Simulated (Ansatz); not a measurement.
## Run report: Si₈O₁₅, nudged elastic band (part 3 of 3)

The same run, continued: Si₈O₁₅ (defect cell, 23 atoms in the cell); DFT PBE-D3(BJ), scalar-relativistic, plane waves, PAW, PAW set soft_1, no spin polarisation (Ansatz 0.2.0); cutoff 420 eV, 2×2×2 k-mesh, Fermi–Dirac smearing of 0.05 eV. The structure derives from an entry of the Crystallography Open Database. It belongs to a series of runs on one base structure; here: band between the two ends.

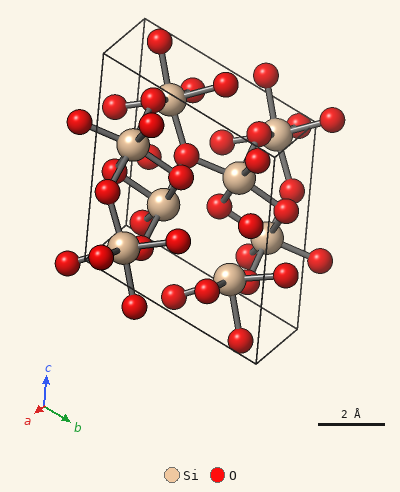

Fig. 1: The input geometry (ball-and-stick view of the reduced cell, seen slightly off an axis; bonded neighbours outside the cell are drawn too). An atom can appear more than once, as a periodic image.

Output, continued
```
  k-point 7: bands = ["-11.5467", "-11.4101", "-10.2175", "-10.1114", "-9.8649", "-9.4161", "-9.1540", "-9.0340", "-9.0141", "-8.6739", "-8.5185", "-8.2266", "-8.1982", "-8.0081", "-7.8832", "-0.2304", "0.0071", "0.3685", "1.1622", "1.3158", "1.7878", "1.8576", "2.0652", "2.4699", "2.6363", "3.1144", "3.3770", "3.5408", "3.6088", "3.8163", "4.1004", "4.3954", "4.6071", "4.6387", "5.0788", "5.1095", "5.3554", "5.8241", "6.0095", "6.0168", "6.3243", "6.4065", "6.4614", "6.4772", "6.6560", "6.7755", "7.0354", "7.0881", "7.1853", "7.7418", "7.7709", "8.0462", "8.0554", "8.1708", "8.5712", "8.8195", "8.9038", "9.1226", "9.2622", "9.4732", "13.3888", "13.7341", "16.6159", "17.1940", "17.6531", "17.9679", "18.1567", "18.4641", "18.6494", "18.7891", "19.0839", "19.5009", "19.6377", "20.1341", "20.3623", "20.5884", "20.9526", "21.2218", "21.4001", "21.4815", "21.7370", "21.8452", "21.8711", "22.5254"]
this run last wrote the band of iteration 10 to [file]
--- NEB band (5 images, 10 band iterations, 540 SCF iterations) ---
  forward barrier  = 4.151231 eV
  backward barrier = 4.150905 eV
  lagrangian_above_aufbau_ev (what the smearing adds, to first order; not taken off the barriers): saddle image -0.016107 eV, end points -0.000000 and -0.000000 eV
  climbing image's point = a first-order saddle point (lowest curvatures found: -15.11 and 4.90 eV/Å²)
  energies are F+E_penalty+E_count in eV, relative to image 0
  image     s (Å)  Δ vs image 0  max|band force component| (eV/Å)
      0    0.0000      0.000000                                 —
      1    0.6585      1.729772                          1.423e-2
  *   2    1.3171      4.151231                          2.583e-2
      3    1.9784      1.715088                          1.634e-2
      4    2.6399      0.000327                                 —
  saddle-point geometry (image 2):
  cell:  # Å, volume = 185.8453 Å³
    - [0.0, 5.0462, 4.4946]
    - [4.097, 0.0, 4.4946]
    - [4.097, 5.0462, 0.0]
  atoms:
    - { symbol: Si, position: [0.21009263677714618, 0.034581145592258875, 0.9480579433383376] }
    - { symbol: Si, position: [0.2653163716979602, 0.4502271290344796, 0.05068223190529941] }
    - { symbol: Si, position: [0.7890540710132248, 0.9636524350108953, 0.05282255600616448] }
    - { symbol: Si, position: [0.20290376335213367, 0.04257268051378181, 0.45402499041222427] }
    - { symbol: O, position: [0.49949293372885895, 0.4997868569389289, 0.00018232453051586495] }
    - { symbol: O, position: [0.26772902861099124, 0.14224222314263305, 0.6182731667881645] }
    - { symbol: O, position: [0.3600786321510872, 0.7141200731778568, 0.5256593857529087] }
    - { symbol: O, position: [0.45965960458230987, 0.1047175082385286, 0.1580554945300891] }
    - { symbol: O, position: [0.10366417086646595, 0.9714603029418144, 0.2851948675187824] }
    - { symbol: O, position: [0.23284833682194922, 0.3451048758713205, 0.876565916449273] }
    - { symbol: O, position: [0.12137930125020613, 0.7846039236409711, 0.9851223905581359] }
    - { symbol: O, position: [0.038090579011366255, 0.38080390607378944, 0.34856605764453785] }
    - { symbol: Si, position: [0.6930561809902679, 0.551463129529777, 0.46643583525123955] }
    - { symbol: Si, position: [0.7958195840042044, 0.9559682882481075, 0.546985727656025] }
    - { symbol: Si, position: [0.30587245445103545, 0.44701936436195827, 0.5347013369268809] }
    - { symbol: Si, position: [0.7343495111270166, 0.5475164540138955, 0.9503963975100563] }
    - { symbol: O, position: [0.8951764368949036, 0.027065655433713864, 0.7157585100478545] }
    - { symbol: O, position: [0.7656631957885693, 0.6536282157764259, 0.1245263763115666] }
    - { symbol: O, position: [0.8775877301097381, 0.2136577328771409, 0.015861827519104588] }
    - { symbol: O, position: [0.9607498114532235, 0.617650215123201, 0.6522629440749037] }
    - { symbol: O, position: [0.7310279751937441, 0.8564196466082306, 0.3825822114793519] }
    - { symbol: O, position: [0.6387145511441595, 0.28452937456404426, 0.4751006132222801] }
    - { symbol: O, position: [0.5391712939794377, 0.8944623982862465, 0.8426593895663075] }
```

The last band as extended XYZ (Å, eV, eV/Å)
```
23
Lattice="0.0000 5.0462 4.4946 4.0970 0.0000 4.4946 4.0970 5.0462 0.0000" Properties=species:S:1:pos:R:3:forces:R:3 image=0 energy=-13621.12603
Si    4.0883    5.8048    1.1069   -0.0002  -0.0036  -0.0005
Si    1.9989    1.7620    3.4327    0.0074  -0.0049  -0.0143
Si    4.0829    4.2796    7.8381    0.0022   0.0036   0.0027
Si    2.0542    3.2714    1.1280    0.0009   0.0024  -0.0048
O     3.0077    3.1245    4.1288   -0.0053  -0.0028   0.0041
O     3.1446    4.4493    1.8793    0.0010   0.0005   0.0053
O     5.0649    4.4513    4.8381   -0.0030   0.0013  -0.0009
O     1.0751    3.1097    2.6104   -0.0070  -0.0011   0.0001
O     5.1911    1.9236    4.8419   -0.0016  -0.0024   0.0013
O     5.0333    5.6341    2.5904    0.0019   0.0002   0.0016
O     7.2397    5.6321    4.1326   -0.0008  -0.0020  -0.0034
O     2.9794    1.9379    1.8976   -0.0020  -0.0015   0.0073
Si    4.1411    5.8788    5.5797    0.0035   0.0014  -0.0028
Si    6.1384    6.8015    7.8505    0.0023  -0.0033   0.0041
Si    4.1060    4.2861    3.3571    0.0050   0.0072   0.0004
Si    6.1686    8.3562    5.5988    0.0069   0.0127   0.0152
O     3.0156    8.1373    4.1260   -0.0002  -0.0006  -0.0023
O     3.1546    4.4657    6.3605   -0.0110  -0.0111  -0.0021
O     0.9429    4.4273    4.8341    0.0001   0.0005   0.0021
O     5.2017    8.1576    7.0751   -0.0004   0.0033  -0.0056
O     5.0513    5.6436    7.0928    0.0026  -0.0036   0.0000
O     3.1532    5.6488    4.1151    0.0015  -0.0014  -0.0033
O     7.0546    6.9642    6.3324   -0.0038   0.0053  -0.0042
23
Lattice="0.0000 5.0462 4.4946 4.0970 0.0000 4.4946 4.0970 5.0462 0.0000" Properties=species:S:1:pos:R:3:forces:R:3 image=1 energy=-13619.39626
Si    4.0433    5.8435    1.0857   -0.0256  -0.1136  -0.0269
Si    2.0014    1.6437    3.3120   -0.5431   0.2676   0.7951
Si    4.1447    4.2663    7.8465   -0.2961   0.0299  -0.1435
Si    2.0473    3.2829    1.1092   -0.0494  -0.3414   0.1224
O     2.5476    2.8471    4.3055    3.5838   2.3449  -1.3090
O     3.1234    4.4507    1.8745   -0.0958  -0.2473   0.3199
O     5.0472    4.4107    4.8052   -0.3928  -0.5397  -0.0912
O     1.0637    3.1050    2.5550   -0.2506  -0.1967   0.2173
O     5.1639    1.9456    4.8284   -0.0350  -0.2218   0.0534
O     5.0110    5.6059    2.5714   -0.1055  -0.0466  -0.1126
O     7.2394    5.5912    4.0961   -0.2370  -0.0435   0.2601
O     2.9756    1.9486    1.9020   -0.2442  -0.1194   0.2248
Si    4.2434    5.9455    5.5450    0.3942   0.6039  -0.2811
Si    6.1633    6.7670    7.8751   -0.1127  -0.1744   0.0986
Si    4.0712    4.3007    3.3611    0.2234   0.3378  -0.0902
Si    6.1345    8.4648    5.7416   -0.1565  -0.3843  -0.0540
O     3.0393    8.1221    4.1366   -0.1825  -0.1506   0.0135
O     3.1817    4.4842    6.3738   -0.2035  -0.1563   0.0356
O     0.9311    4.4818    4.8897   -0.2212  -0.2999  -0.0322
O     5.1754    8.1564    7.1165   -0.3611   0.0262   0.2410
O     5.0798    5.6231    7.1276   -0.1235  -0.0711   0.0213
O     3.1158    5.5777    4.1252   -0.1242  -0.4195  -0.1030
O     7.0785    6.9737    6.4117   -0.4414  -0.0842  -0.1593
23
Lattice="0.0000 5.0462 4.4946 4.0970 0.0000 4.4946 4.0970 5.0462 0.0000" Properties=species:S:1:pos:R:3:forces:R:3 image=2 energy=-13616.97480
Si    4.0259    5.8443    1.0997   -0.0069  -0.0047  -0.0100
Si    2.0522    1.5946    3.2161   -0.0114  -0.0074  -0.0093
Si    4.1645    4.2483    7.8777    0.0046   0.0006   0.0062
Si    2.0346    3.3150    1.1033    0.0055   0.0024  -0.0039
O     2.0484    2.5215    4.4914   -0.0046   0.0163  -0.0083
O     3.1158    4.4709    1.8427   -0.0019   0.0037   0.0020
O     5.0794    4.4696    4.8281   -0.0006   0.0000   0.0016
O     1.0766    3.1171    2.5366   -0.0006  -0.0040  -0.0028
O     5.1485    1.9623    4.8323   -0.0008   0.0021   0.0016
O     5.0052    5.5983    2.5977    0.0006  -0.0023   0.0084
O     7.2506    5.5836    4.0720    0.0012  -0.0011   0.0018
O     2.9882    1.9511    1.8828    0.0043   0.0045   0.0079
Si    4.1703    5.8510    5.5936   -0.0018  -0.0036  -0.0002
Si    6.1576    6.7761    7.8736   -0.0060  -0.0070   0.0082
Si    4.0221    4.2417    3.3839    0.0069  -0.0034  -0.0028
Si    6.1369    8.5016    5.7615    0.0224  -0.0259   0.0115
O     3.0434    8.1291    4.1451   -0.0006  -0.0015  -0.0016
O     3.1881    4.4921    6.3791   -0.0076   0.0071  -0.0018
O     0.9403    4.5085    4.9047   -0.0004   0.0010   0.0017
O     5.2028    8.1396    7.0943   -0.0022   0.0049  -0.0028
O     5.0762    5.6195    7.1349    0.0023   0.0021  -0.0038
O     3.1122    5.6205    4.1496   -0.0012   0.0016  -0.0010
O     7.1170    6.9730    6.4436   -0.0011   0.0148  -0.0025
23
Lattice="0.0000 5.0462 4.4946 4.0970 0.0000 4.4946 4.0970 5.0462 0.0000" Properties=species:S:1:pos:R:3:forces:R:3 image=3 energy=-13619.41094
Si    4.0466    5.8259    1.1312    0.3010  -0.0368   0.1448
Si    2.0564    1.6302    3.2365    0.1694   0.3578   0.0601
Si    4.1475    4.2491    7.8917    0.0241   0.1074   0.0233
Si    2.0288    3.3242    1.1021    0.1118   0.1706  -0.0925
O     1.5459    2.1952    4.6759   -3.5998  -2.3296   1.2993
O     3.1122    4.4679    1.8500    0.1222   0.0766  -0.0231
O     5.0757    4.5127    4.8525    0.1234   0.4231   0.1024
O     1.1145    3.1170    2.5676    0.4363   0.0957   0.1502
O     5.1526    1.9692    4.8409    0.1818   0.1526  -0.0137
O     5.0112    5.6071    2.6035    0.1984   0.1626  -0.0311
O     7.2602    5.6104    4.0877    0.2247   0.3020   0.0363
O     3.0162    1.9346    1.8605    0.3626  -0.0187  -0.2399
Si    4.1215    5.7920    5.6162   -0.2177  -0.3442   0.0869
Si    6.1447    6.8083    7.8681    0.0494   0.3397  -0.1184
Si    3.9486    4.1467    3.4325   -0.3925  -0.6089   0.2803
Si    6.1888    8.4495    5.6658    0.5542  -0.2945  -0.7956
O     3.0279    8.1458    4.1490    0.0358   0.2241  -0.0531
O     3.1818    4.4849    6.4054    0.0997   0.0519   0.1170
O     0.9519    4.5005    4.8810    0.2377   0.0403  -0.2559
O     5.2157    8.1427    7.0756    0.2463   0.1225  -0.2193
O     5.0686    5.6401    7.1031    0.0967   0.2542  -0.3205
O     3.1447    5.6799    4.1723    0.3932   0.5449   0.0912
O     7.1292    6.9863    6.4240    0.2412   0.2067  -0.2285
23
Lattice="0.0000 5.0462 4.4946 4.0970 0.0000 4.4946 4.0970 5.0462 0.0000" Properties=species:S:1:pos:R:3:forces:R:3 image=4 energy=-13621.12571
Si    4.1093    5.8115    1.1389   -0.0059   0.0036  -0.0009
Si    2.0246    1.7391    3.3818   -0.0026  -0.0217  -0.0202
Si    4.1028    4.2869    7.8707    0.0031   0.0002  -0.0005
Si    2.0536    3.2893    1.1277   -0.0045   0.0079  -0.0072
O     1.0843    1.9195    4.8503    0.0170   0.0108  -0.0161
O     3.1407    4.4480    1.8854    0.0054   0.0025   0.0007
O     5.0380    4.4420    4.8631    0.0034  -0.0031  -0.0065
O     1.1360    3.1276    2.6446    0.0057  -0.0082   0.0161
O     5.1761    1.9535    4.8513    0.0017   0.0028   0.0082
O     5.0382    5.6267    2.6178    0.0029   0.0101  -0.0039
O     7.2485    5.6633    4.1439   -0.0023   0.0056   0.0008
O     2.9897    1.9341    1.9032   -0.0027  -0.0020   0.0064
Si    4.0843    5.8049    5.6212   -0.0029  -0.0086   0.0098
Si    6.1376    6.8198    7.8496   -0.0090  -0.0029   0.0002
Si    4.0563    4.2181    3.3953   -0.0119  -0.0148   0.0021
Si    6.1932    8.3276    5.5432   -0.0102   0.0165   0.0256
O     3.0002    8.1674    4.1359    0.0041   0.0044   0.0002
O     3.1579    4.4569    6.3871   -0.0024  -0.0014  -0.0022
O     0.9520    4.4590    4.8451   -0.0024  -0.0008   0.0009
O     5.2124    8.1539    7.0799    0.0041   0.0001  -0.0027
O     5.0467    5.6420    7.0984   -0.0026   0.0008  -0.0023
O     3.1266    5.6392    4.1398    0.0037  -0.0037  -0.0079
O     7.1164    6.9808    6.3675    0.0084   0.0019  -0.0006
```

This output came from the following input.

Input file
```yaml
crystal:
  lattice:
    - [0.0, 5.0462, 4.4946]
    - [4.097, 0.0, 4.4946]
    - [4.097, 5.0462, 0.0]
  atoms:
    - { symbol: Si, position: [0.19936911, 0.04690668, 0.95095751] }
    - { symbol: Si, position: [0.31250025, 0.45123359, 0.03667155] }
    - { symbol: Si, position: [0.79770663, 0.94619127, 0.05037906] }
    - { symbol: Si, position: [0.19893423, 0.05204268, 0.44934888] }
    - { symbol: O, position: [0.40183027, 0.51679079, 0.217341] }
    - { symbol: O, position: [0.26615438, 0.15197502, 0.61555732] }
    - { symbol: O, position: [0.36114333, 0.71527731, 0.52095912] }
    - { symbol: O, position: [0.46729946, 0.11347745, 0.1489429] }
    - { symbol: O, position: [0.09571219, 0.98154845, 0.28549391] }
    - { symbol: O, position: [0.23216301, 0.34417404, 0.88434868] }
    - { symbol: O, position: [0.134249, 0.78520365, 0.98185908] }
    - { symbol: O, position: [0.03950159, 0.38268833, 0.34453196] }
    - { symbol: Si, position: [0.69782524, 0.5436074, 0.46716874] }
    - { symbol: Si, position: [0.79811747, 0.94854305, 0.5497229] }
    - { symbol: Si, position: [0.29704666, 0.44987563, 0.55232088] }
    - { symbol: Si, position: [0.69798776, 0.54768744, 0.95794979] }
    - { symbol: O, position: [0.89725741, 0.02074377, 0.71531161] }
    - { symbol: O, position: [0.76505665, 0.65008827, 0.11989685] }
    - { symbol: O, position: [0.86137532, 0.21416215, 0.01598551] }
    - { symbol: O, position: [0.96054068, 0.61359373, 0.65604666] }
    - { symbol: O, position: [0.73176508, 0.84630582, 0.38662102] }
    - { symbol: O, position: [0.63268002, 0.28288339, 0.48674408] }
    - { symbol: O, position: [0.53353054, 0.87535718, 0.84654797] }
basis:
  ecutwfc: 420.0
kpoints:
  mp_grid: { grid: [2, 2, 2] }
hamiltonian:
  xc: pbe
  dispersion: d3bj
  pseudopotentials: { kind: paw, azcp: { folder: soft_1 } }
scf:
  occupations: { method: fermi_dirac, width: 0.05 }
  lower_state_search: "off"
neb:
  images: 3
  f_tol: 0.03
  initial_path: idpp
  max_iterations: 80
  final_atoms:
    - { symbol: Si, position: [0.20101821, 0.05236806, 0.95063819] }
    - { symbol: Si, position: [0.30144181, 0.45096644, 0.0431974] }
    - { symbol: Si, position: [0.79963562, 0.95150695, 0.04989979] }
    - { symbol: Si, position: [0.20074112, 0.05015158, 0.45108622] }
    - { symbol: O, position: [0.59742994, 0.48171527, -0.21705432] }
    - { symbol: O, position: [0.26718353, 0.15230357, 0.61428031] }
    - { symbol: O, position: [0.36628009, 0.71570501, 0.51398419] }
    - { symbol: O, position: [0.46545378, 0.12293861, 0.15434666] }
    - { symbol: O, position: [0.10154674, 0.9778149, 0.28558069] }
    - { symbol: O, position: [0.23387886, 0.34855644, 0.88116667] }
    - { symbol: O, position: [0.13753436, 0.78444644, 0.98476347] }
    - { symbol: O, position: [0.0384961, 0.38495181, 0.34477331] }
    - { symbol: Si, position: [0.70205838, 0.54860821, 0.4482941] }
    - { symbol: Si, position: [0.79992607, 0.94652137, 0.55154984] }
    - { symbol: Si, position: [0.30061912, 0.45479826, 0.53527161] }
    - { symbol: Si, position: [0.68597436, 0.54733677, 0.96430159] }
    - { symbol: O, position: [0.90320571, 0.01698421, 0.71531939] }
    - { symbol: O, position: [0.76674105, 0.65430905, 0.11647091] }
    - { symbol: O, position: [0.86462358, 0.21334957, 0.01901229] }
    - { symbol: O, position: [0.95939864, 0.61579932, 0.65645712] }
    - { symbol: O, position: [0.73280125, 0.84652526, 0.3852771] }
    - { symbol: O, position: [0.63771778, 0.28334629, 0.47979139] }
    - { symbol: O, position: [0.53154393, 0.88514659, 0.85184209] }
  order_check: true
```

Launched with:
```bash
ansatz run input.yaml --threads 1 --pin off --max-ram 3072MiB --backend cpu --events-out ev --progress --plain --runs-dir out
```

Key numbers

```json
{"quantity": "outcome", "value": "converged"}
{"quantity": "barrier, forward", "value": "4.151 eV"}
{"quantity": "barrier, backward", "value": "4.151 eV"}
{"quantity": "electrons treated", "value": "122"}
{"quantity": "hardware", "value": "1 thread of Intel Xeon (Granite Rapids), 32 GiB of memory available, shared host"}
{"quantity": "wall time", "value": "3.6 min"}
{"quantity": "peak memory", "value": "0.76 GiB"}
```

Remarks

The k-point mesh is coarse for a cell of this size, so the results may not be converged.
